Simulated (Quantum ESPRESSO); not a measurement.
# Band-structure run of Pt (part 2 of 2)

The same run, continued: Pt (Fm-3m, 1 atom in the cell); Kohn-Sham DFT of a periodic cell, PBE, PseudoDojo 0.4.1 SR PBE standard, no spin polarisation (Quantum ESPRESSO 7.5); cutoff 1142.88 eV, 12×12×12 k-mesh, fermi-dirac of 0.05 eV. The structure derives from an entry of the Crystallography Open Database.

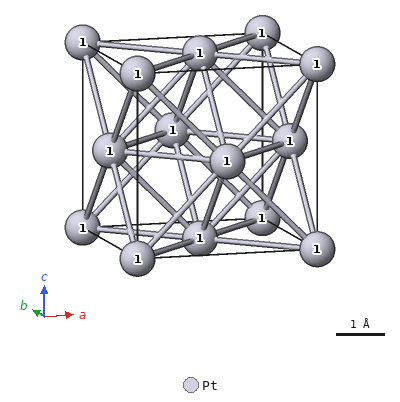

Figure 1. The structure as given in the input (ball-and-stick view of the cell 4 times as large as that of the calculation, set on its symmetry axes, seen slightly off an axis; atoms are numbered from 1 in the order of the input). An atom can appear more than once, as a periodic image.

What the program printed, continued
```
   -75.0221 -29.2630 -29.0813 -29.0767  16.7210  17.9443  20.3779  21.7295
    22.4852  23.1128  37.8085  39.5831  40.4508  43.3031  44.6842

          k = 0.4714 0.1179-0.1179 (  1319 PWs)   bands (ev):

   -75.0160 -29.3252 -29.1167 -29.0892  17.1419  18.0697  20.1186  21.6136
    23.6227  24.2895  34.2408  38.9579  39.0269  43.0819  47.3562

          k =-0.1768-0.5303 0.5303 (  1318 PWs)   bands (ev):

   -75.0118 -29.3597 -29.1585 -29.0901  17.3188  18.4755  20.0444  21.3872
    23.7613  26.6254  30.9809  37.6634  39.1712  42.4021  50.2515

          k =-0.1179-0.4714 0.4714 (  1316 PWs)   bands (ev):

   -75.0105 -29.3586 -29.1945 -29.0791  17.5433  18.7322  20.0490  21.1952
    23.3566  28.3370  29.4185  36.4234  40.4016  41.7147  50.8647

          k =-0.0589-0.4125 0.4125 (  1322 PWs)   bands (ev):

   -75.0125 -29.3322 -29.2051 -29.0591  17.8210  18.9454  19.6123  21.0913
    22.5980  26.7018  32.1892  35.7156  41.3245  42.4656  48.3556

          k = 0.0000-0.3536 0.3536 (  1320 PWs)   bands (ev):

   -75.0173 -29.3059 -29.1686 -29.0354  17.7422  18.9439  19.3372  21.0207
    21.8530  25.4562  34.3286  36.5872  41.2297  44.8800  46.1631

          k = 0.4714 0.0000-0.0000 (  1331 PWs)   bands (ev):

   -75.0173 -29.3060 -29.1003 -29.1003  16.7758  17.5466  21.4636  22.5611
    22.5611  23.1487  38.0241  38.0241  38.7373  42.5580  44.6626

          k = 0.5303 0.0589-0.0589 (  1323 PWs)   bands (ev):

   -75.0126 -29.3496 -29.1278 -29.1151  16.8761  17.4078  21.6066  22.6657
    23.6159  24.1390  35.1682  37.1151  37.3388  43.4952  45.7538

          k =-0.1179-0.5893 0.5893 (  1325 PWs)   bands (ev):

   -75.0091 -29.3660 -29.1728 -29.1174  17.0500  17.6342  21.2021  22.4276
    23.8417  26.6290  32.0510  35.9743  37.1914  43.8814  47.6589

          k =-0.0589-0.5303 0.5303 (  1321 PWs)   bands (ev):

   -75.0078 -29.3442 -29.2301 -29.1064  17.3238  18.1426  20.6189  22.1149
    23.5122  29.3121  29.7524  34.5094  38.3532  43.3613  50.1336

          k =-0.0000-0.4714 0.4714 (  1316 PWs)   bands (ev):

   -75.0091 -29.2878 -29.2860 -29.0851  17.7125  18.6930  19.8778  21.6956
    22.9523  27.9146  32.3666  33.2988  40.2939  42.4442  50.0326

          k = 0.5893 0.0000-0.0000 (  1330 PWs)   bands (ev):

   -75.0093 -29.3851 -29.1327 -29.1327  16.6278  17.1083  23.4756  23.6132
    23.6132  23.7569  34.6287  35.8429  35.8429  43.2573  46.2795

          k =-0.0589-0.6482 0.6482 (  1323 PWs)   bands (ev):

   -75.0071 -29.3983 -29.1548 -29.1373  16.6634  17.1153  22.8756  23.3084
    23.9551  26.0931  32.5515  35.0268  35.6041  44.0842  46.7466

          k = 0.0000-0.5893 0.5893 (  1320 PWs)   bands (ev):

   -75.0065 -29.3785 -29.1955 -29.1277  16.9343  17.4799  21.7976  22.8890
    23.7794  28.3469  30.7974  34.2197  36.5614  44.4181  47.8628

          k =-0.7071 0.0000 0.0000 (  1298 PWs)   bands (ev):

   -75.0063 -29.4136 -29.1445 -29.1445  16.4954  16.9553  23.5996  24.0852
    24.0852  25.3456  32.4608  34.9744  34.9744  43.6775  46.8716

          k = 0.2357 0.1179 0.0000 (  1336 PWs)   bands (ev):

   -75.0371 -29.1253 -29.0247 -28.9959  15.0628  18.9783  20.3090  20.5619
    21.2671  22.4339  39.4797  40.4056  42.8169  44.4692  47.6451

          k = 0.2946 0.1768-0.0589 (  1333 PWs)   bands (ev):

   -75.0296 -29.2180 -29.0562 -29.0107  16.0529  18.8323  20.0191  20.7385
    21.6053  23.0907  37.2623  40.3246  42.4811  43.9131  48.6199

          k = 0.3536 0.2357-0.1179 (  1321 PWs)   bands (ev):

   -75.0221 -29.3132 -29.0795 -29.0298  16.7422  19.3251  19.6250  20.5644
    22.4740  24.0420  34.1650  39.5433  41.1294  44.6108  47.7934

          k =-0.2946-0.4125 0.5303 (  1324 PWs)   bands (ev):

   -75.0165 -29.3832 -29.0929 -29.0465  16.8808  19.3330  20.2645  20.5018
    23.2517  25.2756  31.0520  38.9028  40.4735  43.0976  49.4703

          k =-0.2357-0.3536 0.4714 (  1328 PWs)   bands (ev):

   -75.0145 -29.4088 -29.0971 -29.0533  16.8765  19.2278  20.2730  20.9778
    23.5091  26.3816  29.2169  38.6746  40.4320  42.1580  50.6920

          k = 0.3536 0.1179 0.0000 (  1325 PWs)   bands (ev):

   -75.0268 -29.2227 -29.0710 -29.0410  16.3735  18.3271  20.0587  21.4451
    21.6658  23.0990  38.3221  39.9921  41.6837  43.1309  46.6778

          k = 0.4125 0.1768-0.0589 (  1321 PWs)   bands (ev):

   -75.0201 -29.2935 -29.1068 -29.0583  17.1306  18.3490  19.6348  21.4308
    22.5563  24.1255  35.4340  38.9382  40.2716  43.9986  47.1524

          k =-0.2357-0.4714 0.5893 (  1318 PWs)   bands (ev):

   -75.0145 -29.3490 -29.1363 -29.0737  17.3895  18.7876  19.5262  21.1984
    23.3461  25.6650  32.1629  38.5979  39.1135  43.2584  48.8097

          k =-0.1768-0.4125 0.5303 (  1323 PWs)   bands (ev):

   -75.0118 -29.3735 -29.1586 -29.0771  17.4840  18.7803  20.0346  20.9758
    23.4765  27.7357  29.4087  38.0273  39.0404  42.5233  49.8158

          k =-0.1179-0.3536 0.4714 (  1321 PWs)   bands (ev):

   -75.0125 -29.3622 -29.1673 -29.0666  17.5988  18.8365  19.9166  20.9423
    23.0998  26.9586  30.6665  37.3125  39.7611  42.9637  48.9522

          k =-0.0589-0.2946 0.4125 (  1325 PWs)   bands (ev):

   -75.0166 -29.3228 -29.1532 -29.0471  17.6249  19.0632  19.1422  21.1121
    22.3481  25.4693  33.5274  37.3411  40.4419  44.6412  46.8433

          k = 0.0000-0.2357 0.3536 (  1324 PWs)   bands (ev):

   -75.0228 -29.2707 -29.1124 -29.0261  17.0474  18.6404  19.5848  21.3014
    21.5076  24.2151  36.0108  38.5056  41.3124  44.4617  47.2215

          k = 0.4714 0.1179-0.0000 (  1316 PWs)   bands (ev):

   -75.0166 -29.3120 -29.1170 -29.0917  17.0716  17.7335  20.4428  22.5547
    22.5898  24.0584  36.1902  37.5951  39.0971  44.5048  44.8819

          k =-0.1768-0.5303 0.6482 (  1325 PWs)   bands (ev):

   -75.0118 -29.3447 -29.1571 -29.1057  17.3317  17.8832  20.2432  22.2641
    23.4311  25.7919  33.2797  36.7129  37.8963  44.3992  47.1469

          k =-0.1179-0.4714 0.5893 (  1322 PWs)   bands (ev):

   -75.0091 -29.3474 -29.2038 -29.1068  17.5340  18.2934  20.0335  21.8689
    23.6015  28.1789  30.4823  35.9016  37.7922  43.9000  49.3169

          k =-0.0589-0.4125 0.5303 (  1317 PWs)   bands (ev):

   -75.0091 -29.3224 -29.2431 -29.0934  17.8733  18.6039  19.6909  21.5601
    23.2328  28.2964  31.0080  34.6583  38.9445  43.6117  49.1323

          k =-0.0000-0.3536 0.4714 (  1325 PWs)   bands (ev):

   -75.0118 -29.3142 -29.2245 -29.0709  18.2305  18.7779  19.0592  21.4625
    22.6331  26.8028  33.3407  34.4761  40.0860  43.9939  47.5511

          k =-0.1179-0.5893 0.7071 (  1319 PWs)   bands (ev):

   -75.0091 -29.3739 -29.1506 -29.1308  16.9084  17.3313  21.6989  23.1696
    23.6106  25.7517  33.5435  35.5066  36.4161  44.5685  46.2726

          k =-0.0589-0.5303 0.6482 (  1317 PWs)   bands (ev):

   -75.0071 -29.3678 -29.1917 -29.1331  17.1268  17.6040  21.2000  22.6772
    23.8773  28.0541  31.4131  34.5435  36.2405  45.2045  47.6558

          k =-0.0000-0.4714 0.5893 (  1318 PWs)   bands (ev):

   -75.0071 -29.3308 -29.2450 -29.1183  17.4727  18.1590  20.4051  22.1048
    23.6237  29.5820  30.4750  33.5641  37.4035  44.5901  49.9781

          k =-0.7071 0.1179-0.0000 (  1320 PWs)   bands (ev):

   -75.0063 -29.3959 -29.1628 -29.1454  16.7662  17.1901  22.4284  23.1911
    24.0861  27.1990  31.7878  34.6606  35.3221  44.9089  46.7791

          k =-0.2357-0.4714 0.7071 (  1329 PWs)   bands (ev):

   -75.0146 -29.3199 -29.1626 -29.0764  17.8504  18.2692  19.2412  22.0125
    22.5546  25.5765  34.2696  36.3398  39.3424  45.7762  45.8972

          k =-0.1768-0.4125 0.6482 (  1322 PWs)   bands (ev):

   -75.0105 -29.3326 -29.2041 -29.0954  18.0751  18.5188  19.1821  21.7153
    23.2104  27.2522  32.0045  35.6120  38.2984  44.8030  47.7783

          k =-0.1179-0.3536 0.5893 (  1312 PWs)   bands (ev):

   -75.0091 -29.3357 -29.2195 -29.1037  18.2193  18.3222  19.5163  21.4746
    23.4547  29.2054  29.6388  35.8685  37.6213  44.4018  48.7231

          k =-0.1179-0.4714 0.7071 (  1326 PWs)   bands (ev):

   -75.0085 -29.3425 -29.1992 -29.1256  17.6262  17.9890  20.0002  22.3343
    23.6037  27.5904  32.6010  34.4282  36.8014  46.6679  46.6782

          k =-0.0589-0.4125 0.6482 (  1320 PWs)   bands (ev):

   -75.0071 -29.3166 -29.2451 -29.1330  17.8459  18.4240  19.6335  21.7996
    23.8455  29.6124  31.0187  33.6902  36.3353  46.2477  48.4981

          k = 0.0000-0.3536 0.5893 (  1323 PWs)   bands (ev):

   -75.0078 -29.2969 -29.2653 -29.1198  18.1181  18.7879  19.0436  21.6644
    23.5993  28.7617  32.6483  32.7785  37.1654  45.9317  47.9506

          k =-0.7071 0.2357 0.0000 (  1312 PWs)   bands (ev):

   -75.0063 -29.3471 -29.2126 -29.1471  17.4437  17.8869  20.5597  22.2098
    24.0879  29.6065  30.9763  33.6295  35.5799  46.9626  47.9823

          k =-0.7071 0.3536 0.0000 (  1316 PWs)   bands (ev):

   -75.0063 -29.2801 -29.2801 -29.1479  17.9121  19.0230  19.0230  21.5794
    24.0888  30.6994  31.8610  31.8610  35.6234  47.9986  47.9986

     the Fermi energy is    23.6058 ev

!    total energy              =    -261.18437790 Ry
     estimated scf accuracy    <          2.0E-11 Ry
     smearing contrib. (-TS)   =      -0.00113880 Ry
     internal energy E=F+TS    =    -261.18323910 Ry

     The total energy is F=E-TS. E is the sum of the following terms:
     one-electron contribution =     -51.22784256 Ry
     hartree contribution      =      38.06940187 Ry
     xc contribution           =     -47.58360661 Ry
     ewald contribution        =    -200.44119180 Ry

     convergence has been achieved in   8 iterations

     Forces acting on atoms (cartesian axes, Ry/au):

     atom    1 type  1   force =     0.00000000    0.00000000    0.00000000

     Total force =     0.000000     Total SCF correction =     0.000000

     Computing stress (Cartesian axis) and pressure

          total   stress  (Ry/bohr**3)                   (kbar)     P=       96.57
   0.00065645   0.00000000   0.00000000           96.57        0.00        0.00
   0.00000000   0.00065645   0.00000000            0.00       96.57        0.00
   0.00000000   0.00000000   0.00065645            0.00        0.00       96.57

=------------------------------------------------------------------------------=
   JOB DONE.
=------------------------------------------------------------------------------=
```

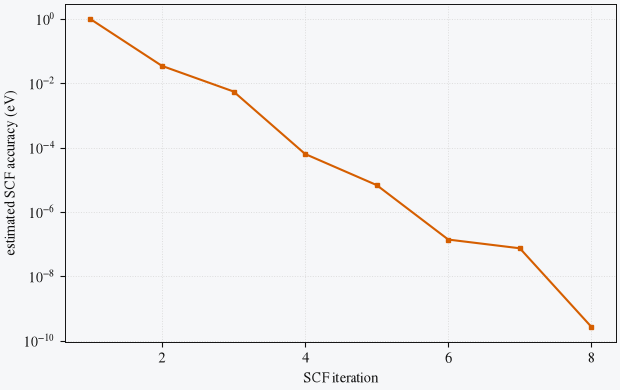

Figure 2. Convergence of the self-consistent field: estimated SCF accuracy against the iteration. The field takes 8 iterations in all.

This output came from the following input.

The input
```
&CONTROL
  calculation = 'scf'
  prefix = 'pwscf'
  outdir = './tmp'
  pseudo_dir = './pseudo'
  tprnfor = .true.
  tstress = .true.
  disk_io = 'low'
/
&SYSTEM
  ibrav = 0
  nat = 1
  ntyp = 1
  ecutwfc = 84
  nbnd = 15
  occupations = 'smearing'
  smearing = 'fd'
  degauss = 0.00367493
/
&ELECTRONS
  conv_thr = 2d-10
  electron_maxstep = 120
  mixing_beta = 0.5
/
ATOMIC_SPECIES
Pt   195.0840 Pt.upf
CELL_PARAMETERS bohr
   0.0000000000    3.7055639578    3.7055639578
   3.7055639578    0.0000000000    3.7055639578
   3.7055639578    3.7055639578    0.0000000000
ATOMIC_POSITIONS bohr
Pt     0.0000000000    0.0000000000    0.0000000000
K_POINTS automatic
12 12 12 0 0 0
```

File bands.in
```
&CONTROL
  calculation = 'bands'
  prefix = 'pwscf'
  outdir = './tmp'
  pseudo_dir = './pseudo'
  disk_io = 'low'
  verbosity = 'high'
/
&SYSTEM
  ibrav = 0
  nat = 1
  ntyp = 1
  ecutwfc = 84
  nbnd = 15
  occupations = 'smearing'
  smearing = 'fd'
  degauss = 0.00367493
/
&ELECTRONS
  conv_thr = 1d-08
  electron_maxstep = 120
  mixing_beta = 0.5
  diago_full_acc = .true.
  startingwfc = 'random'
/
ATOMIC_SPECIES
Pt   195.0840 Pt.upf
CELL_PARAMETERS bohr
   0.0000000000    3.7055639578    3.7055639578
   3.7055639578    0.0000000000    3.7055639578
   3.7055639578    3.7055639578    0.0000000000
ATOMIC_POSITIONS bohr
Pt     0.0000000000    0.0000000000    0.0000000000
K_POINTS crystal
60
 0.0000000000  0.0000000000  0.0000000000 1
 0.0625000000  0.0000000000  0.0625000000 1
 0.1250000000  0.0000000000  0.1250000000 1
 0.1875000000  0.0000000000  0.1875000000 1
 0.2500000000  0.0000000000  0.2500000000 1
 0.3125000000  0.0000000000  0.3125000000 1
 0.3750000000  0.0000000000  0.3750000000 1
 0.4375000000  0.0000000000  0.4375000000 1
 0.5000000000  0.0000000000  0.5000000000 1
 0.5000000000  0.0625000000  0.5625000000 1
 0.5000000000  0.1250000000  0.6250000000 1
 0.5000000000  0.1875000000  0.6875000000 1
 0.5000000000  0.2500000000  0.7500000000 1
 0.4375000000  0.3125000000  0.7500000000 1
 0.3750000000  0.3750000000  0.7500000000 1
 0.3375000000  0.3375000000  0.6750000000 1
 0.3000000000  0.3000000000  0.6000000000 1
 0.2625000000  0.2625000000  0.5250000000 1
 0.2250000000  0.2250000000  0.4500000000 1
 0.1875000000  0.1875000000  0.3750000000 1
 0.1500000000  0.1500000000  0.3000000000 1
 0.1125000000  0.1125000000  0.2250000000 1
 0.0750000000  0.0750000000  0.1500000000 1
 0.0375000000  0.0375000000  0.0750000000 1
 0.0000000000  0.0000000000  0.0000000000 1
 0.0625000000  0.0625000000  0.0625000000 1
 0.1250000000  0.1250000000  0.1250000000 1
 0.1875000000  0.1875000000  0.1875000000 1
 0.2500000000  0.2500000000  0.2500000000 1
 0.3125000000  0.3125000000  0.3125000000 1
 0.3750000000  0.3750000000  0.3750000000 1
 0.4375000000  0.4375000000  0.4375000000 1
 0.5000000000  0.5000000000  0.5000000000 1
 0.5250000000  0.4500000000  0.5250000000 1
 0.5500000000  0.4000000000  0.5500000000 1
 0.5750000000  0.3500000000  0.5750000000 1
 0.6000000000  0.3000000000  0.6000000000 1
 0.6250000000  0.2500000000  0.6250000000 1
 0.5833333333  0.2500000000  0.6666666667 1
 0.5416666667  0.2500000000  0.7083333333 1
 0.5000000000  0.2500000000  0.7500000000 1
 0.5000000000  0.2857142857  0.7142857143 1
 0.5000000000  0.3214285714  0.6785714286 1
 0.5000000000  0.3571428571  0.6428571429 1
 0.5000000000  0.3928571429  0.6071428571 1
 0.5000000000  0.4285714286  0.5714285714 1
 0.5000000000  0.4642857143  0.5357142857 1
 0.5000000000  0.5000000000  0.5000000000 1
 0.4821428571  0.4821428571  0.5357142857 1
 0.4642857143  0.4642857143  0.5714285714 1
 0.4464285714  0.4464285714  0.6071428571 1
 0.4285714286  0.4285714286  0.6428571429 1
 0.4107142857  0.4107142857  0.6785714286 1
 0.3928571429  0.3928571429  0.7142857143 1
 0.3750000000  0.3750000000  0.7500000000 1
 0.6250000000  0.2500000000  0.6250000000 1
 0.5937500000  0.1875000000  0.5937500000 1
 0.5625000000  0.1250000000  0.5625000000 1
 0.5312500000  0.0625000000  0.5312500000 1
 0.5000000000  0.0000000000  0.5000000000 1
```

Launched with:
```bash
OMP_NUM_THREADS=1 pw.x -in pw.in > pw.out
OMP_NUM_THREADS=1 pw.x -in bands.in > bands.out
```

Key numbers

```json
{"quantity": "outcome", "value": "converged"}
{"quantity": "space group (tolerance 0.01 Å)", "value": "Fm-3m (225)"}
{"quantity": "electrons treated", "value": "18"}
{"quantity": "free energy", "value": "−3553.5945 eV"}
{"quantity": "Fermi energy", "value": "23.606 eV"}
{"quantity": "gap on the k-point mesh", "value": "none (metallic)"}
{"quantity": "pressure", "value": "9.66 GPa"}
{"quantity": "largest force (length of the vector)", "value": "under 0.001 eV/Å"}
{"quantity": "hardware", "value": "1 thread of Arm Neoverse V2, 24 GiB of memory available, shared host"}
{"quantity": "wall time", "value": "20 s"}
{"quantity": "peak memory", "value": "0.09 GiB"}
```

Remarks

Spin–orbit coupling is left out, which matters for Pt. The cell is under a pressure of 9.7 GPa at this level, so it is not at its equilibrium volume.
